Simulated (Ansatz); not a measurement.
# Two runs on Co

System: Co (Fm-3m, 1 atom in the cell).
Method of run A: DFT, PBE, plane waves, PAW, spin-polarised (Ansatz 0.2.0).

The structure derives from a Materials Project entry. Text and figures count atoms from 1; the logs count them from 0 in places.

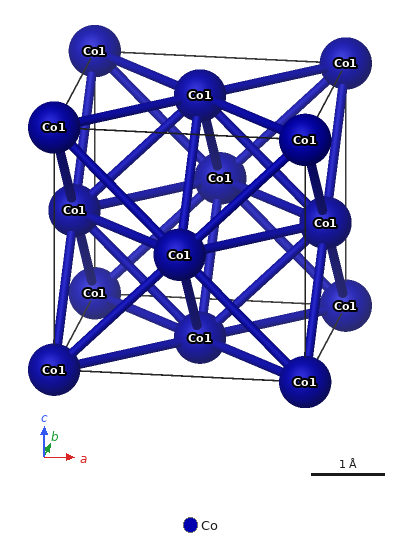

Figure 1. The structure as given in the input (ball-and-stick view of the cell 4 times as large as that of the calculation, set on its symmetry axes, seen at an oblique angle; atoms are numbered from 1 in the order of the input). Near neighbours in the crystal (not all of them lie inside the picture): Co has 12 Co at 2.48 Å.

**The input, run A**
```yaml
crystal:
  lattice:
    - [0.0, 1.7566572351, 1.7566572351]
    - [1.7566572351, 0.0, 1.7566572351]
    - [1.7566572351, 1.7566572351, 0.0]
  atoms:
    - { symbol: Co, position: [0.0, 0.0, 0.0], spin: 1.94 }
basis:
  ecutwfc: 420
kpoints:
  mp_grid: { grid: [20, 20, 20], shift: [0.5, 0.5, 0.5] }
hamiltonian:
  xc: pbe
scf:
  occupations: { method: gaussian, width: 0.1 }
output:
  forces: true
  eigenvalues: true
  stress: true
magnetization:
  spin_polarized: true
relax:
  adjacent_minimum: "off"
  f_tol: 0.005
  max_steps: 80
  cell: { stress_tol: 0.05 }
```

Launched with:
```bash
ansatz run input.yaml --threads 1 --pin off --max-ram 2560MiB --backend cpu --events-out ev --progress --plain --runs-dir out
```

Hardware: 1 thread of Arm Neoverse V2, 112 GiB of memory available, shared host.

**Output, shortened to warnings, some set-up lines, iterations and results (run A)**
```
Warning: crystal.symmetry: narrowed to the stabiliser of the k-point mesh — unitary ops 48 → 12; excluded 36 operations that carry a point of the 20×20×20 mesh (shift [0.5, 0.5, 0.5]) off the mesh (the run samples exactly the mesh kpoints.mp_grid names, as under crystal.symmetry.detect: false, and its converged state has the mesh's symmetry, not the crystal's; ε∞, the Born charges and the force …
Basis set: ecut = 420 eV, 181 PW (Γ), exchange–correlation on 36×36×36 points (8 copies of the dense FFT grid, shifted against one another)
Symmetry: 12 space group operations
k-points: 770 of 8000
Initial density: superposition of atomic densities (chi_scale 0.1, normalization cell)
[...]
SCF iter   1: F=—  HF=-5125.889146 eV  |F-HF|=—  |Δ(HF+E_count)|=         —  Δρ=1.03e-1 (↑4.81e-2 ↓1.03e-1)  dr2=1.40e0  dr2_m=8.27e-2  M=1.794 μB ∫|m|=1.866 μB  β_m=0.30  …
SCF iter   2: F=—  HF=-5125.360105 eV  |F-HF|=—  |Δ(HF+E_count)|=   5.29e-1  Δρ=4.91e-2 (↑4.91e-2 ↓1.09e-2)  dr2=1.14e-1  dr2_m=6.52e-2  M=1.785 μB ∫|m|=1.876 μB  β_m=0.28  …
SCF iter   3: F=—  HF=-5125.618031 eV  |F-HF|=—  |Δ(HF+E_count)|=         —  Δρ=2.08e-2 (↑2.08e-2 ↓1.11e-2)  dr2=1.00e-2  dr2_m=2.17e-2  M=1.743 μB ∫|m|=1.840 μB  β_m=0.28  …
SCF iter   4: F=—  HF=-5125.812648 eV  |F-HF|=—  |Δ(HF+E_count)|=   1.95e-1  Δρ=1.42e-2 (↑1.42e-2 ↓7.80e-3)  dr2=7.29e-3  dr2_m=9.57e-3  M=1.723 μB ∫|m|=1.830 μB  β_m=0.54  …
SCF iter   5: F=—  HF=-5126.105864 eV  |F-HF|=—  |Δ(HF+E_count)|=   2.93e-1  Δρ=5.91e-3 (↑3.86e-3 ↓5.91e-3)  dr2=5.38e-3  dr2_m=8.54e-4  M=1.678 μB ∫|m|=1.811 μB  β_m=0.58  …
[... 31 lines ...]
SCF iter   5: F=—  HF=-5126.138894 eV  |F-HF|=—  |Δ(HF+E_count)|=   1.16e-8  Δρ=1.97e-6 (↑1.97e-6 ↓4.80e-7)  dr2=2.54e-10  dr2_m=7.57e-11  M=1.658 μB ∫|m|=1.807 μB  β_m=0.83  …
SCF iter   6: F=—  HF=-5126.138894 eV  |F-HF|=—  |Δ(HF+E_count)|=  7.64e-11  Δρ=5.37e-7 (↑5.37e-7 ↓1.43e-7)  dr2=1.96e-11  dr2_m=5.92e-12  M=1.658 μB ∫|m|=1.807 μB  β_m=0.92  …
SCF iter   7: F=-5126.138894 eV  HF=-5126.138894 eV  |F-HF|=9.09e-13  |Δ(HF+E_count)|=  5.46e-12  Δρ=7.19e-8 (↑7.19e-8 ↓7.08e-8)  dr2=1.26e-12  dr2_m=1.10e-14  M=1.658 μB …
SCF 4 converged in 7 iterations: F = -5126.138894 eV  dr2 = 1.26e-12
relax step   4: F+E_penalty+E_count = -5126.13889372 eV  Δ(F+E_penalty+E_count) = -8.852e-5 eV  max|allowed force component| = 0.000e0 eV/Å  Δτ_max = 0.0000 Å  P = +0.013 GPa …
basis re-selected at this cell: Δ(F+E_penalty+E_count) = -8.852e-5 eV, ΔP = +0.012 GPa vs the last step (what re-selecting the basis moved, of the pressure what is left beyond the Pulay correction that the steps carried, after the strain that the cell walked since its last selection, with what the …
SCF converged after 7 iterations
Magnetization: 1.6584 μB (9.3292 up, 7.6708 down)
Absolute magnetization: 1.8071 μB (∫|ρ↑−ρ↓|, with the PAW one-centre terms)
Spin contamination: 0.0263 ħ² per cell (⟨S²⟩ above its minimum at these occupations)
Per-site moments (μB) at R_I (Å): [(1.7266245168688048, 1.0266952098485227)]
Free energy (F): -5126.138894 eV
Harris-Foulkes:  -5126.138894 eV  (|F-HF|=9.09e-13)
Internal energy: -5126.132818 eV  (E = F + TS)
E sigma→0 (E₀):  -5126.135856 eV
Entropy (-TS):   -0.006076 eV (-6.076 meV/atom)
Fermi energy:    18.672213 eV
--- Per-component energies (eV) ---
  E_band       = -246.227037
  E_kinetic    = 453.390552
  E_local      = -2840.771097  (includes V_loc(G=0)·N_el)
  E_nonlocal   = 454.135259
  E_hartree    = 1190.268578
  E_xc         = -158.950907
  E_vxc        = -205.111455  (∫ρ·V_xc dr)
  E_paw        = -1515.108977  (= ΣΔE_a)
  E_vpaw       = -488.407637  (= ΣTr[D̂ρ^β])
  E_aug_tail   = 0.000108  (compensation charges beyond the density's cutoff)
  E_ewald      = -2709.096334
  E_smearing   = -0.006076  (= −TS)
  E_closure    = -0.000000  (closes the sum)
  Σ components = -5126.138894   (vs F -5126.138894, Δ=0.00e0)
--- Forces (eV/Å), atoms counted from 1 ---
  atom   1  Co    -0.00000000     0.00000000     0.00000000
  max |Σ_I F_I| component: 4.11e-32 eV/Å
--- Stress (GPa, compression-positive) ---
        0.013261       0.011225       0.011225
        0.011225       0.013261       0.011225
        0.011225       0.011225       0.013261
  P = ⅓ Tr σ = 0.0133 GPa (0.133 kbar)
--- Relaxed structure (3 steps of the walk, 3 accepted, 1 SCFs on fresh bases) ---
  F+E_penalty+E_count = -5126.13889372 eV   max|allowed force component| = 0.000e0 eV/Å   (the final SCF, on the basis selected at the relaxed cell)
  cell:  # Å, volume = 10.9170 Å³
    - [0.0015311321036206775, 1.7614902717294043, 1.7614902717294043]
    - [1.7614902717294043, 0.0015311321036206769, 1.7614902717294043]
    - [1.7614902717294043, 1.7614902717294043, 0.0015311321036206773]
  atoms:
[...]
```

The input of run B differs as follows (lines with − go, lines with + come):
```diff
-  mp_grid: { grid: [20, 20, 20], shift: [0.5, 0.5, 0.5] }
+  mp_grid: { grid: [20, 20, 20] }
+  populations: true
```

How does run B compare with run A?

The free energy of run B is 0.44 meV per atom lower, which measures how much it depends on this numerical setting. The number of SCF iterations is the same. The irreducible k-points go from 770 to 256. On the same kind of shared host run B took about 0.32 times as long.

**Output, shortened to warnings, some set-up lines, iterations and results (run B)**
```
Basis set: ecut = 420 eV, 181 PW (Γ), exchange–correlation on 36×36×36 points (8 copies of the dense FFT grid, shifted against one another)
Symmetry: 48 space group operations
k-points: 256 of 8000
Initial density: superposition of atomic densities (chi_scale 0.1, normalization cell)
[...]
SCF iter   1: F=—  HF=-5125.886895 eV  |F-HF|=—  |Δ(HF+E_count)|=         —  Δρ=1.03e-1 (↑4.80e-2 ↓1.03e-1)  dr2=1.41e0  dr2_m=8.41e-2  M=1.796 μB ∫|m|=1.868 μB  β_m=0.30  …
SCF iter   2: F=—  HF=-5125.355038 eV  |F-HF|=—  |Δ(HF+E_count)|=   5.32e-1  Δρ=4.99e-2 (↑4.99e-2 ↓1.08e-2)  dr2=1.16e-1  dr2_m=6.79e-2  M=1.789 μB ∫|m|=1.880 μB  β_m=0.28  …
SCF iter   3: F=—  HF=-5125.614440 eV  |F-HF|=—  |Δ(HF+E_count)|=         —  Δρ=1.94e-2 (↑1.94e-2 ↓1.04e-2)  dr2=1.02e-2  dr2_m=1.81e-2  M=1.731 μB ∫|m|=1.829 μB  β_m=0.28  …
SCF iter   4: F=—  HF=-5125.811211 eV  |F-HF|=—  |Δ(HF+E_count)|=   1.97e-1  Δρ=1.27e-2 (↑1.27e-2 ↓7.76e-3)  dr2=7.14e-3  dr2_m=7.74e-3  M=1.709 μB ∫|m|=1.817 μB  β_m=0.53  …
SCF iter   5: F=—  HF=-5126.099802 eV  |F-HF|=—  |Δ(HF+E_count)|=   2.89e-1  Δρ=6.32e-3 (↑4.14e-3 ↓6.32e-3)  dr2=6.03e-3  dr2_m=9.88e-4  M=1.664 μB ∫|m|=1.797 μB  β_m=0.76  …
[... 31 lines ...]
SCF iter   5: F=—  HF=-5126.139331 eV  |F-HF|=—  |Δ(HF+E_count)|=   8.40e-9  Δρ=1.14e-6 (↑1.14e-6 ↓3.65e-7)  dr2=7.45e-11  dr2_m=2.32e-11  M=1.644 μB ∫|m|=1.794 μB  β_m=0.82  …
SCF iter   6: F=—  HF=-5126.139331 eV  |F-HF|=—  |Δ(HF+E_count)|=  5.09e-11  Δρ=2.79e-7 (↑2.79e-7 ↓7.05e-8)  dr2=5.14e-12  dr2_m=1.42e-12  M=1.644 μB ∫|m|=1.794 μB  β_m=0.90  …
SCF iter   7: F=-5126.139331 eV  HF=-5126.139331 eV  |F-HF|=1.82e-12  |Δ(HF+E_count)|=  1.82e-12  Δρ=2.81e-8 (↑2.81e-8 ↓8.65e-9)  dr2=2.29e-14  dr2_m=2.83e-14  M=1.644 μB …
SCF 4 converged in 7 iterations: F = -5126.139331 eV  dr2 = 2.29e-14
relax step   4: F+E_penalty+E_count = -5126.13933121 eV  Δ(F+E_penalty+E_count) = -6.676e-5 eV  max|allowed force component| = 0.000e0 eV/Å  Δτ_max = 0.0000 Å  P = +0.015 GPa …
basis re-selected at this cell: Δ(F+E_penalty+E_count) = -6.676e-5 eV, ΔP = +0.010 GPa vs the last step (what re-selecting the basis moved, of the pressure what is left beyond the Pulay correction that the steps carried, after the strain that the cell walked since its last selection, with what the …
SCF converged after 7 iterations
Magnetization: 1.6445 μB (9.3222 up, 7.6778 down)
Absolute magnetization: 1.7944 μB (∫|ρ↑−ρ↓|, with the PAW one-centre terms)
Spin contamination: 0.0265 ħ² per cell (⟨S²⟩ above its minimum at these occupations)
Per-site moments (μB) at R_I (Å): [(1.7131947154821792, 1.0267610280614985)]
Free energy (F): -5126.139331 eV
Harris-Foulkes:  -5126.139331 eV  (|F-HF|=1.82e-12)
Internal energy: -5126.133405 eV  (E = F + TS)
E sigma→0 (E₀):  -5126.136368 eV
Entropy (-TS):   -0.005926 eV (-5.926 meV/atom)
Fermi energy:    18.693581 eV
--- Per-component energies (eV) ---
  E_band       = -245.807786
  E_kinetic    = 453.438259
  E_local      = -2839.222349  (includes V_loc(G=0)·N_el)
  E_nonlocal   = 454.127193
  E_hartree    = 1189.698559
  E_xc         = -158.963354
  E_vxc        = -205.128531  (∫ρ·V_xc dr)
  E_paw        = -1515.110665  (= ΣΔE_a)
  E_vpaw       = -488.419592  (= ΣTr[D̂ρ^β])
  E_aug_tail   = 0.000106  (compensation charges beyond the density's cutoff)
  E_ewald      = -2710.101154
  E_smearing   = -0.005926  (= −TS)
  E_closure    = -0.000000  (closes the sum)
  Σ components = -5126.139331   (vs F -5126.139331, Δ=0.00e0)
--- Forces (eV/Å), atoms counted from 1 ---
  atom   1  Co    -0.00000000     0.00000000    -0.00000000
  max |Σ_I F_I| component: 6.57e-32 eV/Å
--- Stress (GPa, compression-positive) ---
        0.014807      -0.000000      -0.000000
       -0.000000       0.014807      -0.000000
       -0.000000      -0.000000       0.014807
  P = ⅓ Tr σ = 0.0148 GPa (0.148 kbar)
--- Relaxed structure (3 steps of the walk, 3 accepted, 1 SCFs on fresh bases) ---
  F+E_penalty+E_count = -5126.13933121 eV   max|allowed force component| = 0.000e0 eV/Å   (the final SCF, on the basis selected at the relaxed cell)
  cell:  # Å, volume = 10.9049 Å³
    - [9.553822561679193e-36, 1.7600719650917733, 1.7600719650917733]
    - [1.7600719650917733, 3.6861832050479025e-34, 1.7600719650917733]
    - [1.7600719650917733, 1.7600719650917733, -3.4473376410059225e-34]
  atoms:
[...]
```

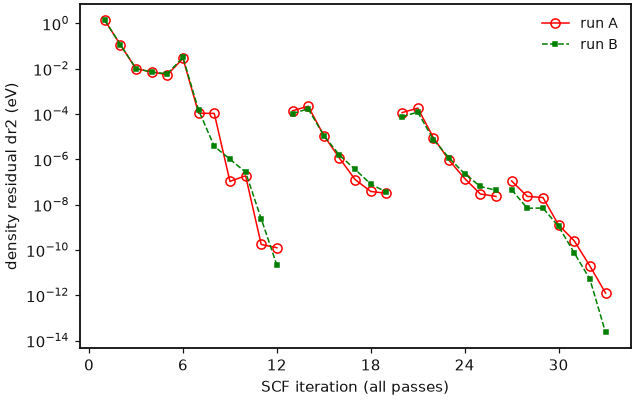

Figure 2. Convergence of the two runs: density residual dr2 against the SCF iteration. A break in a curve parts two SCF passes. Run A takes 33 iterations in all, and run B takes 33.

**The two runs side by side**

| quantity | run A | run B |
| --- | --- | --- |
| outcome | converged | converged |
| free energy per atom (eV) | −5126.1389 | −5126.1393 |
| energy per atom, smearing taken to zero (eV) | −5126.1359 | −5126.1364 |
| gap on the mesh (eV) | 0.00 | 0.00 |
| net moment of the cell (μB) | 1.66 | 1.64 |
| absolute moment of the cell (μB) | 1.81 | 1.79 |
| pressure (GPa) | 0.01 | 0.01 |
| volume per atom (Å³) | 10.92 | 10.90 |
| largest force (eV/Å) | 0.000 | 0.000 |
| SCF iterations | 33 | 33 |
| irreducible k-points | 770 | 256 |
| wall time (shared host) | 76 s | 24 s |

For run A: Warnings: the k-point mesh lowers the symmetry that the run can use.
